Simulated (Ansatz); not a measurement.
## CuO: geometry relaxation (part 1 of 2)

System: CuO (Cccm, 4 atoms in the cell).
Method: DFT PBE, scalar-relativistic, plane waves, PAW, no spin polarisation (Ansatz 0.2.0).

The structure derives from an entry of the Crystallography Open Database.

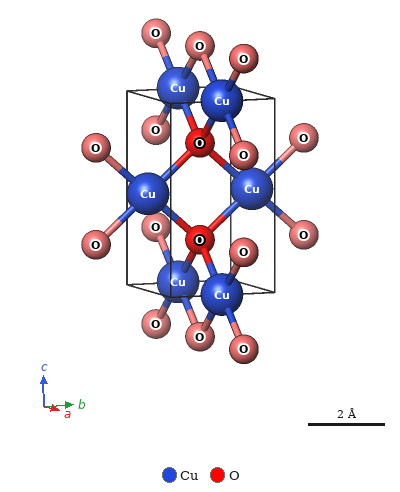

**Figure 1.** The structure as given in the input (ball-and-stick view of the cell of the calculation, seen slightly off an axis; neighbours outside the cell are drawn fainter). An atom can appear more than once, as a periodic image.

## Input file
```yaml
crystal:
  lattice:
    - [2.1091142937, -2.0487078275, 0.168294322]
    - [2.1091142937, 2.0487078275, 0.168294322]
    - [-0.4109454635, 0.0, 5.1402590871]
  atoms:
    - { symbol: Cu, position: [-0.0057467472, 0.4942521364, 0.0018493546] }
    - { symbol: Cu, position: [0.4942521364, -0.0057467472, 0.5018493546] }
    - { symbol: O, position: [0.4943481866, 0.4941464242, 0.2518506454] }
    - { symbol: O, position: [0.4941464242, 0.4943481866, 0.7518506454] }
basis:
  ecutwfc: 420
kpoints:
  mp_grid: { grid: [14, 14, 8] }
hamiltonian:
  xc: pbe
scf:
  occupations: { method: gaussian, width: 0.1 }
output:
  forces: true
  stress: true
  eigenvalues: true
  write_density: true
  write_potential: true
  elf: true
  volumetric_format: npy
relax:
  adjacent_minimum: "off"
  f_tol: 0.005
  max_steps: 80
  cell: { stress_tol: 0.05 }
```

Machine: 2 threads of Arm Neoverse V2, 24 GiB of memory available, shared host.

Launched with:
```bash
ansatz run input.yaml --threads 2 --pin off --max-ram 5120MiB --backend cpu --events-out ev --progress --plain --runs-dir out
```

## What the program printed
```
Warning: the atoms were moved onto the symmetric positions of the space group found under crystal.symmetry.tolerance 1.0e-5 (fractional; no operation is sought that the atoms, as they stand in a round, miss by more than twice it, and no atom is moved by as much as it), and the run uses the moved positions. Before a round's move an operation carried an atom to 2.42e-5 Å from where it should land, the largest such distance. Atom 0 (counting from 0) moved farthest, by 1.21e-5 Å; the longest move in fractions of the cell, of whichever atom, is 0.39 of the tolerance, in 1 round. To run the atoms as typed, lower crystal.symmetry.tolerance until the operations that they miss are no longer found, or set crystal.symmetry.detect: false (a key that needs symmetry detection or time reversal refuses this as the deck is read). The positions used, in the order of the run's atom list: position: [-0.005749999999999992, 0.49424999999999997, 0.0018500000000000135]; position: [0.49424999999999997, -0.005749999999999992, 0.50185]; position: [0.49435088120000004, 0.4941491188, 0.25185]; position: [0.4941491188, 0.49435088120000004, 0.75185];
Engine: ansatz 0.2.0, aarch64-unknown-linux-gnu
Pseudopotentials: kind: paw
Pseudopotential: Cu, paw, valence charge 19, recommended cutoff 420 eV (normal), Cu.paw.azcp
Pseudopotential: O, paw, valence charge 6, recommended cutoff 420 eV (normal), O.paw.azcp
Functional definition: PBE
  parameter kappa = 0.804
  parameter beta = 0.06672455060314922
  exchange = pbe_x(kappa = kappa, mu = beta*pi^2/3)
  correlation = pbe_c(beta = beta)
Crystal: 4 atoms, lattice volume = 44.705 Å³
Basis set: ecut = 420 eV, 841 PW (Γ), exchange–correlation on 40×40×72 points (8 copies of the dense FFT grid, shifted against one another)
Bands: 30, of which v1, the nominal top of the filled ones, is band 25 counted from 1 (24 counted from 0)
Symmetry: 4 space group operations
Space group: C2/c (ITA 15), of the structure as read, at distance tolerance 3.5e-5 Å
k-points: 429 of 1568
Non-local potential: Cu, projectors of the file, l = 0: 3, l = 1: 2, l = 2: 3, l = 3: 1
Non-local potential: O, projectors of the file, l = 0: 2, l = 1: 2, l = 2: 1
PAW form: soft (Blöchl's): semilocal exchange-correlation on the pseudo side does not see the compensation charge
PAW one-centre angular grid: Cu, 590 points (default); XC on 64 Gauss nodes
PAW one-centre angular grid: O, 110 points (default); XC on 64 Gauss nodes
Initial density: superposition of atomic densities (neutral atoms: chi_scale 0, normalization atom), corrected by the library's trained network
Initial wavefunctions: pseudopotential atomic-orbital guess
Functional: x = pbe(κ = 0.804, μ = 0.2195149727645171), c = pbe(β = 0.06672455060314922)
SCF iter   1: F=—  HF=-14382.569735 eV  |F-HF|=—  |Δ(HF+E_count)|=         —  Δρ=5.57e-3  dr2=4.48e-3  ethr=1.77e-3  ⟨swp⟩=5.1  Hψ=45163  notcnv=0
preconditioner: auto → LDOS  [metal: Δε(μ)=0.002 eV  Ē_g=11.040 eV  σ=0.100 eV  W_gap=0.01  n_scr=16 (ndim 8)  ℏωp=32.4 eV  f_vac=0.049  D(μ)=2.56/eV (n_scr^D=24)  β→1.0]
SCF iter   2: F=—  HF=-14382.569321 eV  |F-HF|=—  |Δ(HF+E_count)|=   4.14e-4  Δρ=1.58e-3  dr2=4.59e-4  ethr=8.97e-6  ⟨swp⟩=2.0  Hψ=23133  notcnv=0
SCF iter   3: F=—  HF=-14382.569242 eV  |F-HF|=—  |Δ(HF+E_count)|=   7.93e-5  Δρ=5.22e-4  dr2=8.31e-5  ethr=9.18e-7  ⟨swp⟩=2.0  Hψ=20052  notcnv=0
SCF iter   4: F=—  HF=-14382.569135 eV  |F-HF|=—  |Δ(HF+E_count)|=   1.07e-4  Δρ=6.36e-4  dr2=1.10e-4  ethr=1.66e-7  ⟨swp⟩=2.0  Hψ=23506  notcnv=0
SCF iter   5: F=—  HF=-14382.569112 eV  |F-HF|=—  |Δ(HF+E_count)|=   2.27e-5  Δρ=1.97e-4  dr2=9.84e-6  ethr=1.66e-7  ⟨swp⟩=2.0  Hψ=16407  notcnv=0
SCF iter   6: F=—  HF=-14382.569110 eV  |F-HF|=—  |Δ(HF+E_count)|=   1.77e-6  Δρ=5.03e-5  dr2=7.45e-7  ethr=1.97e-8  ⟨swp⟩=2.0  Hψ=16099  notcnv=0
SCF iter   7: F=-14382.569110 eV  HF=-14382.569110 eV  |F-HF|=1.38e-8  |Δ(HF+E_count)|=   1.21e-7  Δρ=7.10e-6  dr2=1.40e-8  ethr=2.00e-10  ⟨swp⟩=7.0  Hψ=83012  notcnv=0
SCF 1 converged in 7 iterations: F = -14382.569110 eV  dr2 = 1.40e-8
  greatest PAW one-centre occupation: 1.000 electrons in one spin orbital (limit 2), on the Cu atom at site 1 (counted from 0), in its partial waves of l = 0
relax step   1: F+E_penalty+E_count = -14382.56911024 eV  Δ(F+E_penalty+E_count) = +0.000e0 eV  max|allowed force component| = 1.198e-3 eV/Å  Δτ_max = 0.0000 Å  P = +0.145 GPa  Ω = 44.705 Å³  (7 SCF iters, dr2 threshold 1.00e-7 eV, accepted)
Crystal: 4 atoms, lattice volume = 44.748 Å³
Basis set: ecut = 420 eV, 845 PW (Γ), exchange–correlation on 40×40×72 points (8 copies of the dense FFT grid, shifted against one another)
Initial density: handed on by an earlier stage of this run
Initial wavefunctions: those handed on with the density
iter 1 solved again at ethr=2.79e-8 eV; its pass at ethr=3.10e-3 eV (dr2=1.40e-5 eV) is discarded
SCF iter   1: F=—  HF=-14382.569416 eV  |F-HF|=—  |Δ(HF+E_count)|=         —  Δρ=2.97e-4  dr2=1.44e-5  ethr=2.79e-8  ⟨swp⟩=3.0  Hψ=63262  notcnv=0
preconditioner: auto → LDOS  [metal: Δε(μ)=0.006 eV  Ē_g=11.034 eV  σ=0.100 eV  W_gap=0.04  n_scr=16 (ndim 8)  ℏωp=32.4 eV  f_vac=0.050  D(μ)=2.59/eV (n_scr^D=24)  β→1.0]
SCF iter   2: F=—  HF=-14382.569310 eV  |F-HF|=—  |Δ(HF+E_count)|=   1.06e-4  Δρ=8.28e-5  dr2=2.30e-6  ethr=2.79e-8  ⟨swp⟩=2.1  Hψ=19017  notcnv=0
SCF iter   3: F=—  HF=-14382.569310 eV  |F-HF|=—  |Δ(HF+E_count)|=   2.37e-7  Δρ=1.12e-4  dr2=3.12e-6  ethr=8.00e-10  ⟨swp⟩=9.2  Hψ=108056  notcnv=0
SCF iter   4: F=-14382.569309 eV  HF=-14382.569309 eV  |F-HF|=1.82e-7  |Δ(HF+E_count)|=   8.46e-7  Δρ=2.62e-5  dr2=2.42e-7  ethr=8.00e-10  ⟨swp⟩=6.0  Hψ=86976  notcnv=0
SCF 2 converged in 4 iterations: F = -14382.569309 eV  dr2 = 2.42e-7
relax step   2: F+E_penalty+E_count = -14382.56930875 eV  Δ(F+E_penalty+E_count) = -1.985e-4 eV  max|allowed force component| = 1.020e-3 eV/Å  Δτ_max = 0.0000 Å  P = +0.064 GPa  Ω = 44.748 Å³  energy of the carried Pulay correction = -1.650e-4 eV  (4 SCF iters, dr2 threshold 4.00e-7 eV, accepted)
Crystal: 4 atoms, lattice volume = 44.796 Å³
iter 1 solved again at ethr=1.64e-7 eV; its pass at ethr=3.10e-3 eV (dr2=8.20e-5 eV) is discarded
SCF iter   1: F=—  HF=-14382.569662 eV  |F-HF|=—  |Δ(HF+E_count)|=         —  Δρ=8.97e-4  dr2=9.11e-5  ethr=1.64e-7  ⟨swp⟩=2.0  Hψ=68670  notcnv=0
preconditioner: auto → LDOS  [metal: Δε(μ)=0.002 eV  Ē_g=11.031 eV  σ=0.100 eV  W_gap=0.01  n_scr=16 (ndim 8)  ℏωp=32.4 eV  f_vac=0.050  D(μ)=2.59/eV (n_scr^D=20)  β→1.0]
SCF iter   2: F=—  HF=-14382.569622 eV  |F-HF|=—  |Δ(HF+E_count)|=   3.93e-5  Δρ=1.30e-4  dr2=4.32e-6  ethr=1.64e-7  ⟨swp⟩=2.7  Hψ=23988  notcnv=0
SCF iter   3: F=—  HF=-14382.569621 eV  |F-HF|=—  |Δ(HF+E_count)|=   1.09e-6  Δρ=8.62e-5  dr2=1.87e-6  ethr=4.33e-10  ⟨swp⟩=9.2  Hψ=110642  notcnv=0
SCF iter   4: F=—  HF=-14382.569621 eV  |F-HF|=—  |Δ(HF+E_count)|=   2.78e-7  Δρ=3.63e-5  dr2=3.22e-7  ethr=3.74e-9  ⟨swp⟩=2.1  Hψ=19619  notcnv=0
SCF iter   5: F=-14382.569621 eV  HF=-14382.569621 eV  |F-HF|=1.49e-7  |Δ(HF+E_count)|=   1.15e-7  Δρ=2.31e-5  dr2=1.67e-7  ethr=4.33e-10  ⟨swp⟩=9.0  Hψ=89890  notcnv=0
SCF 3 converged in 5 iterations: F = -14382.569621 eV  dr2 = 1.67e-7
relax step   3: F+E_penalty+E_count = -14382.56962072 eV  Δ(F+E_penalty+E_count) = -3.120e-4 eV  max|allowed force component| = 2.165e-4 eV/Å  Δτ_max = 0.0002 Å  P = -0.060 GPa  Ω = 44.796 Å³  energy of the carried Pulay correction = -3.600e-4 eV  (5 SCF iters, dr2 threshold 2.17e-7 eV, accepted)
Crystal: 4 atoms, lattice volume = 44.787 Å³
iter 1 solved again at ethr=9.78e-10 eV; its pass at ethr=3.10e-3 eV (dr2=4.89e-7 eV) is discarded
SCF iter   1: F=—  HF=-14382.569773 eV  |F-HF|=—  |Δ(HF+E_count)|=         —  Δρ=4.49e-5  dr2=4.44e-7  ethr=9.78e-10  ⟨swp⟩=3.1  Hψ=61206  notcnv=0
preconditioner: auto → LDOS  [metal: Δε(μ)=0.002 eV  Ē_g=11.032 eV  σ=0.100 eV  W_gap=0.01  n_scr=16 (ndim 8)  ℏωp=32.4 eV  f_vac=0.050  D(μ)=2.59/eV (n_scr^D=20)  β→1.0]
SCF iter   2: F=—  HF=-14382.569664 eV  |F-HF|=—  |Δ(HF+E_count)|=   1.10e-4  Δρ=2.31e-5  dr2=1.52e-7  ethr=8.88e-10  ⟨swp⟩=2.0  Hψ=19316  notcnv=0
SCF iter   3: F=—  HF=-14382.569664 eV  |F-HF|=—  |Δ(HF+E_count)|=   1.42e-8  Δρ=1.28e-5  dr2=4.21e-8  ethr=3.03e-10  ⟨swp⟩=2.2  Hψ=20694  notcnv=0
SCF iter   4: F=—  HF=-14382.569664 eV  |F-HF|=—  |Δ(HF+E_count)|=   1.12e-8  Δρ=1.02e-5  dr2=2.95e-8  ethr=4.76e-11  ⟨swp⟩=7.0  Hψ=75054  notcnv=0
SCF iter   5: F=-14382.569664 eV  HF=-14382.569664 eV  |F-HF|=1.01e-8  |Δ(HF+E_count)|=   3.70e-9  Δρ=5.57e-6  dr2=8.83e-9  ethr=4.76e-11  ⟨swp⟩=6.0  Hψ=65163  notcnv=0
SCF 4 converged in 5 iterations: F = -14382.569664 eV  dr2 = 8.83e-9
relax step   4: F+E_penalty+E_count = -14382.56966396 eV  Δ(F+E_penalty+E_count) = -4.324e-5 eV  max|allowed force component| = 1.923e-4 eV/Å  Δτ_max = 0.0000 Å  P = -0.022 GPa  Ω = 44.787 Å³  energy of the carried Pulay correction = -3.211e-4 eV  (5 SCF iters, dr2 threshold 2.38e-8 eV, accepted)
Initial wavefunctions: pseudopotential atomic-orbital guess (no wavefunctions were taken with the density)
iter 1 solved again at ethr=9.53e-8 eV; its pass at ethr=3.10e-3 eV (dr2=4.76e-5 eV) is discarded
SCF iter   1: F=—  HF=-14382.569700 eV  |F-HF|=—  |Δ(HF+E_count)|=         —  Δρ=3.95e-4  dr2=1.93e-6  ethr=9.53e-8  ⟨swp⟩=3.0  Hψ=78808  notcnv=0
SCF iter   2: F=—  HF=-14382.570246 eV  |F-HF|=—  |Δ(HF+E_count)|=   5.46e-4  Δρ=2.49e-5  dr2=1.59e-7  ethr=3.86e-9  ⟨swp⟩=2.0  Hψ=19282  notcnv=0
SCF iter   3: F=—  HF=-14382.570246 eV  |F-HF|=—  |Δ(HF+E_count)|=   1.81e-8  Δρ=2.66e-5  dr2=1.63e-7  ethr=3.17e-10  ⟨swp⟩=2.0  Hψ=23642  notcnv=0
SCF iter   4: F=—  HF=-14382.570246 eV  |F-HF|=—  |Δ(HF+E_count)|=   5.63e-8  Δρ=6.42e-6  dr2=1.09e-8  ethr=3.17e-10  ⟨swp⟩=2.0  Hψ=21918  notcnv=0
SCF iter   5: F=—  HF=-14382.570246 eV  |F-HF|=—  |Δ(HF+E_count)|=   2.45e-9  Δρ=2.66e-6  dr2=2.00e-9  ethr=2.19e-11  ⟨swp⟩=2.5  Hψ=18872  notcnv=0
SCF iter   6: F=—  HF=-14382.570246 eV  |F-HF|=—  |Δ(HF+E_count)|=  4.11e-10  Δρ=6.66e-7  dr2=1.31e-10  ethr=4.00e-12  ⟨swp⟩=2.0  Hψ=16139  notcnv=0
SCF iter   7: F=-14382.570246 eV  HF=-14382.570246 eV  |F-HF|=5.46e-12  |Δ(HF+E_count)|=  1.09e-11  Δρ=1.67e-7  dr2=8.29e-12  ethr=1.00e-12  ⟨swp⟩=5.0  Hψ=55459  notcnv=0
SCF 5 converged in 7 iterations: F = -14382.570246 eV  dr2 = 8.29e-12
relax step   5: F+E_penalty+E_count = -14382.57024559 eV  Δ(F+E_penalty+E_count) = -5.816e-4 eV  max|allowed force component| = 1.907e-4 eV/Å  Δτ_max = 0.0000 Å  P = -0.002 GPa  Ω = 44.787 Å³  stress off target by 9.27e-2 GPa  SCF on the basis re-selected at this cell (its energy is not comparable with the rows above)  (7 SCF iters)
basis re-selected at this cell: Δ(F+E_penalty+E_count) = -5.816e-4 eV, ΔP = +0.020 GPa vs the last step (what re-selecting the basis moved, of the pressure what is left beyond the Pulay correction that the steps carried, after the strain that the cell walked since its last selection, with what the two solves' SCF thresholds leave and, on support functions, any second-order correction that the steps lacked; it is no measure of the basis error at this ecutwfc). This SCF's stress stands 9.27e-2 GPa from its target on what of the cell is left free (relax.cell.stress_tol is 5.00e-2 GPa) and its largest allowed force component is 1.91e-4 eV/Å (relax.f_tol is 5.00e-3 eV/Å): not within both, so this SCF does not close the relaxation
Crystal: 4 atoms, lattice volume = 44.789 Å³
iter 1 solved again at ethr=2.02e-8 eV; its pass at ethr=3.10e-3 eV (dr2=1.01e-5 eV) is discarded
SCF iter   1: F=—  HF=-14382.570418 eV  |F-HF|=—  |Δ(HF+E_count)|=         —  Δρ=2.86e-4  dr2=8.43e-6  ethr=2.02e-8  ⟨swp⟩=3.0  Hψ=66393  notcnv=0
preconditioner: auto → LDOS  [metal: Δε(μ)=0.001 eV  Ē_g=11.033 eV  σ=0.100 eV  W_gap=0.01  n_scr=16 (ndim 8)  ℏωp=32.4 eV  f_vac=0.051  D(μ)=2.59/eV (n_scr^D=20)  β→1.0]
SCF iter   2: F=—  HF=-14382.570316 eV  |F-HF|=—  |Δ(HF+E_count)|=   1.02e-4  Δρ=3.47e-5  dr2=1.78e-7  ethr=1.69e-8  ⟨swp⟩=2.9  Hψ=24801  notcnv=0
SCF iter   3: F=—  HF=-14382.570316 eV  |F-HF|=—  |Δ(HF+E_count)|=   9.20e-8  Δρ=1.88e-5  dr2=7.17e-8  ethr=4.29e-11  ⟨swp⟩=8.9  Hψ=88046  notcnv=0
SCF iter   4: F=—  HF=-14382.570316 eV  |F-HF|=—  |Δ(HF+E_count)|=   2.06e-8  Δρ=1.12e-5  dr2=2.85e-8  ethr=1.43e-10  ⟨swp⟩=2.0  Hψ=23540  notcnv=0
SCF iter   5: F=-14382.570316 eV  HF=-14382.570316 eV  |F-HF|=9.13e-9  |Δ(HF+E_count)|=   8.45e-9  Δρ=5.25e-6  dr2=6.54e-9  ethr=4.29e-11  ⟨swp⟩=6.0  Hψ=67806  notcnv=0
SCF 6 converged in 5 iterations: F = -14382.570316 eV  dr2 = 6.54e-9
relax step   6: F+E_penalty+E_count = -14382.57031611 eV  Δ(F+E_penalty+E_count) = -7.052e-5 eV  max|allowed force component| = 3.563e-5 eV/Å  Δτ_max = 0.0001 Å  P = +0.002 GPa  Ω = 44.789 Å³  energy of the carried Pulay correction = -9.547e-6 eV  (5 SCF iters, dr2 threshold 2.15e-8 eV, accepted)
iter 1 solved again at ethr=8.71e-8 eV; its pass at ethr=3.10e-3 eV (dr2=4.36e-5 eV) is discarded
SCF iter   1: F=—  HF=-14382.570456 eV  |F-HF|=—  |Δ(HF+E_count)|=         —  Δρ=4.05e-5  dr2=5.08e-8  ethr=8.71e-8  ⟨swp⟩=3.0  Hψ=78766  notcnv=0
preconditioner: auto → LDOS  [metal: Δε(μ)=0.001 eV  Ē_g=11.032 eV  σ=0.100 eV  W_gap=0.01  n_scr=16 (ndim 8)  ℏωp=32.4 eV  f_vac=0.050  D(μ)=2.59/eV (n_scr^D=20)  β→1.0]
SCF iter   2: F=—  HF=-14382.570349 eV  |F-HF|=—  |Δ(HF+E_count)|=   1.06e-4  Δρ=5.99e-6  dr2=7.04e-9  ethr=1.02e-10  ⟨swp⟩=2.0  Hψ=23649  notcnv=0
SCF iter   3: F=—  HF=-14382.570349 eV  |F-HF|=—  |Δ(HF+E_count)|=  1.47e-10  Δρ=6.03e-6  dr2=8.45e-9  ethr=1.41e-11  ⟨swp⟩=2.0  Hψ=23654  notcnv=0
SCF iter   4: F=—  HF=-14382.570349 eV  |F-HF|=—  |Δ(HF+E_count)|=   1.83e-9  Δρ=2.08e-6  dr2=1.02e-9  ethr=1.41e-11  ⟨swp⟩=2.4  Hψ=20657  notcnv=0
SCF iter   5: F=—  HF=-14382.570349 eV  |F-HF|=—  |Δ(HF+E_count)|=  2.36e-10  Δρ=5.75e-7  dr2=8.47e-11  ethr=2.04e-12  ⟨swp⟩=2.5  Hψ=21285  notcnv=0
SCF iter   6: F=-14382.570349 eV  HF=-14382.570349 eV  |F-HF|=1.09e-11  |Δ(HF+E_count)|=  2.00e-11  Δρ=1.34e-7  dr2=5.26e-12  ethr=1.00e-12  ⟨swp⟩=5.0  Hψ=54402  notcnv=0
SCF 7 converged in 6 iterations: F = -14382.570349 eV  dr2 = 5.26e-12
relax step   7: F+E_penalty+E_count = -14382.57034942 eV  Δ(F+E_penalty+E_count) = -3.331e-5 eV  max|allowed force component| = 3.577e-5 eV/Å  Δτ_max = 0.0000 Å  P = +0.002 GPa  Ω = 44.789 Å³  stress off target by 3.91e-2 GPa  SCF on the basis re-selected at this cell (its energy is not comparable with the rows above)  (6 SCF iters)
```

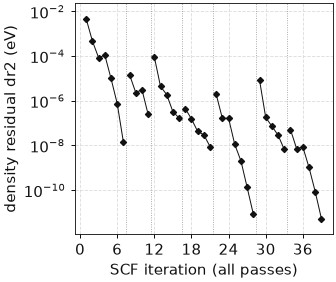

**Figure 2.** Convergence of the self-consistent field: density residual dr2 against the SCF iteration. The dotted lines part the SCF passes of the relaxation: geometry steps, rejected trials and re-solves on a re-selected basis. The 7 passes take 4 to 7 iterations each, 39 in all.
